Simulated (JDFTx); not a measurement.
Wannier calculation of BP

- system: BP (F-43m, 2 atoms in the cell)
- method: Kohn-Sham DFT of a periodic cell, PBE, PseudoDojo-SR-PBE-0.5-standard, no spin polarisation (JDFTx 1.7.0 (patched build))

The structure derives from an entry of the Crystallography Open Database.

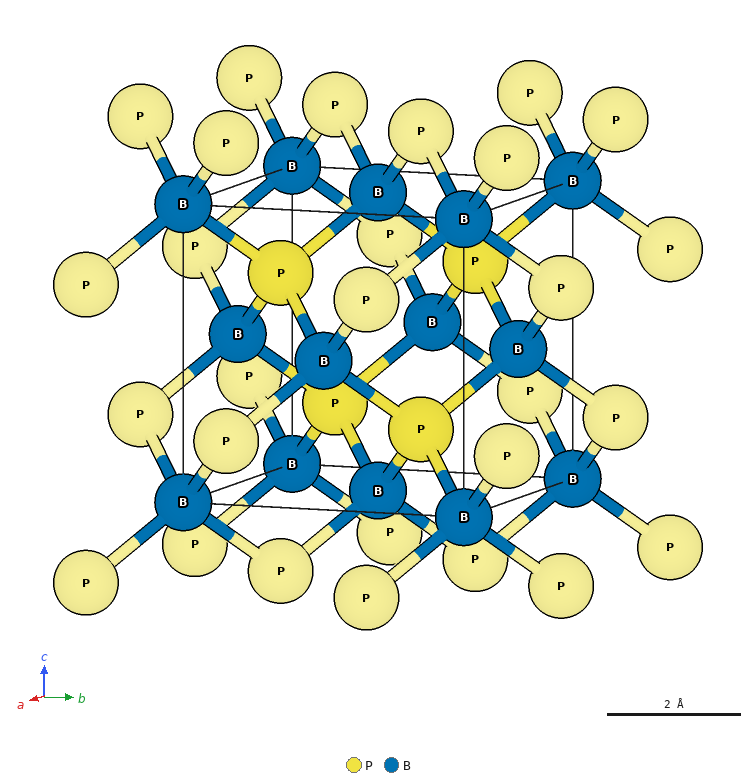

*The structure (ball-and-stick view of the cell 4 times as large as that of the calculation, set on its symmetry axes, seen slightly off an axis; neighbours outside the cell are drawn fainter).*

Near neighbours in the crystal (not all of them lie inside the picture): P has 4 B at 1.97 Å; B has 4 P at 1.97 Å.

### Input file
```
lattice Face-Centered Cubic 8.5755771536
coords-type Lattice
ion P      0.7500000000     0.7500000000     0.7500000000 1
ion B      0.0000000000     0.0000000000     0.0000000000 1

ion-species pseudo/P.upf
ion-species pseudo/B.upf
elec-cutoff 38 304
elec-ex-corr gga-PBE
kpoint-folding 5 5 5
elec-smearing Fermi 0.0018374661
elec-n-bands 9
forces-output-coords Cartesian

wannier-initial-state run.$VAR
wannier-dump-name wannier.$VAR
wannier localizationMeasure FiniteDifference bStart 1 saveWfnsRealSpace no
wannier-minimize nIterations 1000 energyDiffThreshold 1e-6
wannier-center Gaussian 0.8024 0.8075 0.8402 1.2
wannier-center Gaussian 0.5509 0.8422 0.8214 1.2
wannier-center Gaussian 0.7708 0.6206 0.8013 1.2
```

Run on 1 thread of Arm Neoverse V1, 24 GiB of memory available, shared host.

Run as:
```bash
wannier -c 1 -i wannier.in -o wannier.out
```

### Output
```
*************** JDFTx 1.7.0 (patched build) ***************

Input parsed successfully to the following command list (including defaults):
[... the input with its defaults ...]

---------- Setting up symmetries ----------

Found 48 point-group symmetries of the bravais lattice
Found 24 space-group symmetries with basis
Applied RMS atom displacement 0 bohrs to make symmetries exact.

---------- Initializing the Grid ----------
R =
[            0      4.28779      4.28779  ]
[      4.28779            0      4.28779  ]
[      4.28779      4.28779            0  ]
unit cell volume = 157.663
G =
[  -0.732684   0.732684   0.732684  ]
[   0.732684  -0.732684   0.732684  ]
[   0.732684   0.732684  -0.732684  ]
Minimum fftbox size, Smin = [  48  48  48  ]
Chosen fftbox size, S = [  48  48  48  ]

---------- Initializing tighter grid for wavefunction operations ----------
R =
[            0      4.28779      4.28779  ]
[      4.28779            0      4.28779  ]
[      4.28779      4.28779            0  ]
unit cell volume = 157.663
G =
[  -0.732684   0.732684   0.732684  ]
[   0.732684  -0.732684   0.732684  ]
[   0.732684   0.732684  -0.732684  ]
Minimum fftbox size, Smin = [  36  36  36  ]
Chosen fftbox size, S = [  36  36  36  ]

---------- Exchange Correlation functional ----------
Initalized PBE GGA exchange.
Initalized PBE GGA correlation.

---------- Setting up pseudopotentials ----------
Width of ionic core gaussian charges (only for fluid interactions / plotting) set to 0

Reading pseudopotential file 'pseudo/P.upf':
  'P' pseudopotential, 'PBE' functional
  Generated using ONCVPSP code by D. R. Hamann
  5 valence electrons, 2 orbitals, 6 projectors, 1001 radial grid points, with lMax = 2
    3S    l: 0   occupation:  2.0   eigenvalue: -0.513364
    3P    l: 1   occupation:  3.0   eigenvalue: -0.202372
  Core radius for overlap checks: 1.66 bohrs.

Reading pseudopotential file 'pseudo/B.upf':
  'B' pseudopotential, 'PBE' functional
  Generated using ONCVPSP code by D. R. Hamann
  3 valence electrons, 2 orbitals, 4 projectors, 1001 radial grid points, with lMax = 1
    2S    l: 0   occupation:  2.0   eigenvalue: -0.347027
    2P    l: 1   occupation:  1.0   eigenvalue: -0.132548
  Core radius for overlap checks: 1.18 bohrs.

Initialized 2 species with 2 total atoms.

Folded 1 k-points by 5x5x5 to 125 k-points.

---------- Setting up k-points, bands, fillings ----------
Adding inversion symmetry to k-mesh for non-inversion-symmetric unit cell.
Reduced to 10 k-points under symmetry.
Computing the number of bands and number of electrons
Reading initial fillings from 'run.fillings'.
nElectrons:   8.000000   nBands: 9   nStates: 10

----- Setting up reduced wavefunction bases (one per k-point) -----
average nbasis = 1764.504 , ideal nbasis = 1764.004

---------- Setting up ewald sum ----------
Optimum gaussian width for ewald sums = 1.947439 bohr.
Real space sum over 1331 unit cells with max indices [  5  5  5  ]
Reciprocal space sum over 2197 terms with max indices [  6  6  6  ]

---------- Allocating electronic variables ----------
Reading eigenvalues from 'run.eigenvals'.
Initializing wave functions:  reading from 'run.wfns'

----- Initializing Supercell corresponding to k-point mesh -----
Lattice vector linear combinations in supercell:
[   5   0   0  ]
[   0   5   0  ]
[   0   0   5  ]
Supercell lattice vectors:
[  0  21.4389  21.4389  ]
[  21.4389  0  21.4389  ]
[  21.4389  21.4389  0  ]

---------- Initializing Wannier Function solver ----------

---------- Initializing supercell grid for Wannier functions ----------
Setting up finite difference formula on k-mesh ... found a 8 neighbour formula.
nbasis = 2637 for k = [   0.000   0.000   0.000  ]

Computing initial overlaps ... done.
WannierMinimize: Iter:   0  Omega:  4.890533788803857e+01  |grad|_K:  5.309e+00
WannierMinimize: Iter:   1  Omega:  3.765954012107920e+01  |grad|_K:  4.996e+00  alpha:  1.000e+00  linmin:  9.272e-02
WannierMinimize: Iter:   2  Omega:  3.224243394243254e+01  |grad|_K:  3.009e+00  alpha:  1.000e+00  linmin: -2.421e-01
WannierMinimize: Iter:   3  Omega:  2.865341872699258e+01  |grad|_K:  1.785e+00  alpha:  1.000e+00  linmin: -4.059e-01
WannierMinimize: Iter:   4  Omega:  2.681813220367739e+01  |grad|_K:  1.227e+00  alpha:  1.000e+00  linmin: -8.406e-02
WannierMinimize: Iter:   5  Omega:  2.605189756909450e+01  |grad|_K:  9.288e-01  alpha:  1.000e+00  linmin: -8.270e-02
WannierMinimize: Iter:   6  Omega:  2.566996252456526e+01  |grad|_K:  4.331e-01  alpha:  1.000e+00  linmin: -1.893e-01
WannierMinimize: Iter:   7  Omega:  2.557796130480745e+01  |grad|_K:  2.167e-01  alpha:  1.000e+00  linmin: -1.981e-01
WannierMinimize: Iter:   8  Omega:  2.555598819835058e+01  |grad|_K:  1.197e-01  alpha:  1.000e+00  linmin: -3.950e-02
WannierMinimize: Iter:   9  Omega:  2.554911396739987e+01  |grad|_K:  6.934e-02  alpha:  1.000e+00  linmin: -3.921e-01
[... 13 further cycles ...]
WannierMinimize: Iter:  23  Omega:  2.552675828323915e+01  |grad|_K:  1.419e-02  alpha:  1.000e+00  linmin: -1.771e-01
WannierMinimize: Iter:  24  Omega:  2.552643900803785e+01  |grad|_K:  2.472e-02  alpha:  1.000e+00  linmin: -4.086e-02
WannierMinimize: Iter:  25  Omega:  2.552616703210750e+01  |grad|_K:  2.873e-02  alpha:  1.000e+00  linmin:  4.158e-02
WannierMinimize: Iter:  26  Omega:  2.552589204814200e+01  |grad|_K:  1.161e-02  alpha:  1.000e+00  linmin: -5.690e-01
WannierMinimize: Iter:  27  Omega:  2.552577898401290e+01  |grad|_K:  5.782e-03  alpha:  1.000e+00  linmin: -1.776e-01
WannierMinimize: Iter:  28  Omega:  2.552575583286296e+01  |grad|_K:  4.388e-03  alpha:  1.000e+00  linmin: -1.353e-01
WannierMinimize: Iter:  29  Omega:  2.552574861792797e+01  |grad|_K:  5.431e-03  alpha:  1.000e+00  linmin:  1.941e-01
WannierMinimize: Iter:  30  Omega:  2.552574203130997e+01  |grad|_K:  1.163e-03  alpha:  1.000e+00  linmin: -2.417e-01
WannierMinimize: Iter:  31  Omega:  2.552574149692618e+01  |grad|_K:  6.953e-04  alpha:  1.000e+00  linmin: -4.112e-01
WannierMinimize: Iter:  32  Omega:  2.552574105075086e+01  |grad|_K:  5.875e-04  alpha:  1.000e+00  linmin: -2.900e-01
WannierMinimize: Converged (|Delta Omega|<1.000000e-06 for 2 iters).

Optimum spread:
	Omega:  2.552574105075086e+01
	OmegaI: 2.206928511984165e+01

Centers in lattice coords:
	[ 0.840475 0.840574 0.755638 ] spread: 8.50948 bohr^2
	[ 0.5631 0.840558 0.75597 ] spread: 8.5087 bohr^2
	[ 0.840406 0.562775 0.756475 ] spread: 8.50756 bohr^2
Dumping 'wannier.mlwfH' ... done. Relative discarded imaginary part: 2.811706e-09
Done!
```

### Key numbers

```csv
quantity,value
outcome,converged
space group (tolerance 0.01 Å),F-43m (216)
wall time,0.7 s
peak memory,0.06 GiB
```

Points of doubt noted for this run: coarse mesh; may be a local minimum.
